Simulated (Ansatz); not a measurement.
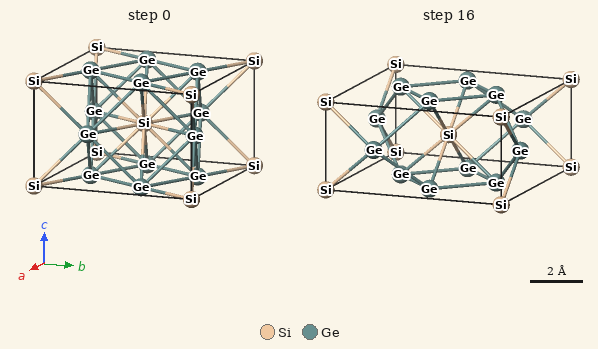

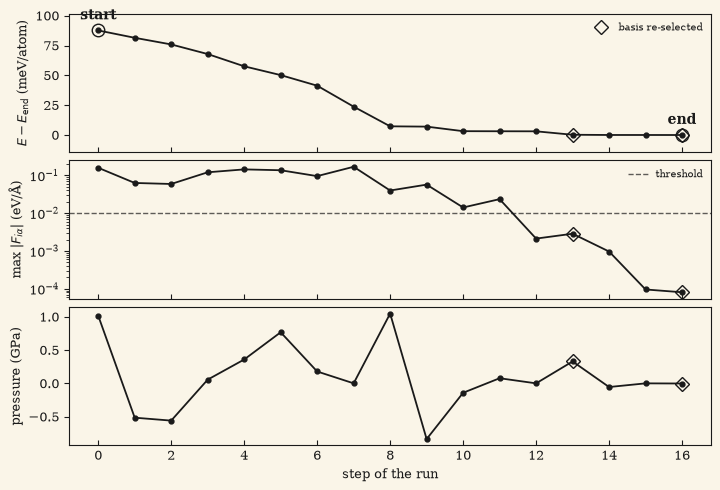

First and last geometry of a relaxation of solid SiGe4 (a generated structure, set up in I4/m), with the history of the run. A ball-and-stick model of the conventional cell (2 times the calculation's cell), seen slightly off an axis. Lengths and directions refer to the drawn axes.

The calculation used Ansatz 0.2.0, DFT PBE, scalar-relativistic, plane waves, PAW.

The input:
```yaml
crystal:
  lattice:
    - [-3.31708405, 3.31708405, 2.09790816]
    - [3.31708405, -3.31708405, 2.09790816]
    - [3.31708405, 3.31708405, -2.09790816]
  atoms:
    - { symbol: Si, position: [0.0, 0.0, 0.0] }
    - { symbol: Ge, position: [0.8, 0.6, 0.4] }
    - { symbol: Ge, position: [0.6, 0.2, 0.8] }
    - { symbol: Ge, position: [0.4, 0.8, 0.2] }
    - { symbol: Ge, position: [0.2, 0.4, 0.6] }
basis:
  ecutwfc: 420
kpoints:
  mp_grid: { grid: [10, 10, 10] }
hamiltonian:
  xc: pbe
scf:
  occupations: { method: gaussian, width: 0.1 }
output:
  forces: true
  stress: true
  eigenvalues: true
relax:
  adjacent_minimum: "off"
  f_tol: 0.01
  max_steps: 80
  cell: { stress_tol: 0.05 }
```

Run as
```bash
ansatz run input.yaml --threads 1 --pin off --max-ram 2560MiB --backend cpu --events-out ev --progress --plain --runs-dir out
```

Read the history and describe the run.

It converged. After 14 accepted moves (16 points after the start) the energy has fallen by 87.6 meV per atom. The largest force component goes from 0.16 to under 0.0001 eV/Å. The pressure goes from 1.02 to 0.00 GPa. The SCF was repeated twice at an unchanged geometry on a basis and grid sized afresh for the cell, which shifted the energy by 2.9 meV per atom at most. The largest moves relative to the cell, 0.77 Å, are those of Ge2, Ge3, Ge4 and Ge5. Ge3 goes along [1 3 0]. Si stays in place. The drawn cell changes as follows: a = b 6.634 → 7.384 Å (+11.3 %), c 4.196 → 3.512 Å (−16.3 %); the volume changes by +3.7 %. Near-neighbour distances that change, for instance: Ge2–Ge5 2.967 → 4.102 Å, Si1–Ge2 2.967 → 4.056 Å, Si1–Ge2 (another image) 2.967 → 2.670 Å, Ge2–Ge3 2.967 → 2.845 Å. Among the angles between lasting bonds that change: Ge3–Ge2–Ge4 60.0° → 90.0°, Ge3–Ge2–Ge4 120.0° → 90.0°, Ge3–Ge2–Ge3 120.0° → 143.5°. The space group (tolerance 0.01 Å) goes from I4/m (No. 87) to I4/mmm (No. 139).

```tsv
step	E − E(0), meV/atom	largest force component, eV/Å	pressure, GPa	volume, Å³/atom	note
0	0.00	0.1593	1.02	18.467	
1	-6.17	0.0632	-0.51	18.901	
2	-11.73	0.0594	-0.56	18.947	
3	-19.79	0.1211	0.06	18.814	
4	-30.05	0.1445	0.36	18.714	
5	-37.43	0.1372	0.77	18.587	
6	-46.31	0.0959	0.18	18.658	
7	-63.87	0.1694	0.00	18.697	
8	-80.36	0.0399	1.05	18.660	
9	-80.61	0.0571	-0.84	19.237	
10	-84.42	0.0142	-0.14	19.054	
11	-84.50	0.0236	0.08	19.025	
12	-84.54	0.0021	0.00	19.025	
13	-87.43	0.0029	0.33	19.025	same geometry, new basis
14	-87.62	0.0010	-0.05	19.167	
15	-87.62	0.0001	0.00	19.149	
16	-87.64	0.0001	0.00	19.149	same geometry, new basis
```
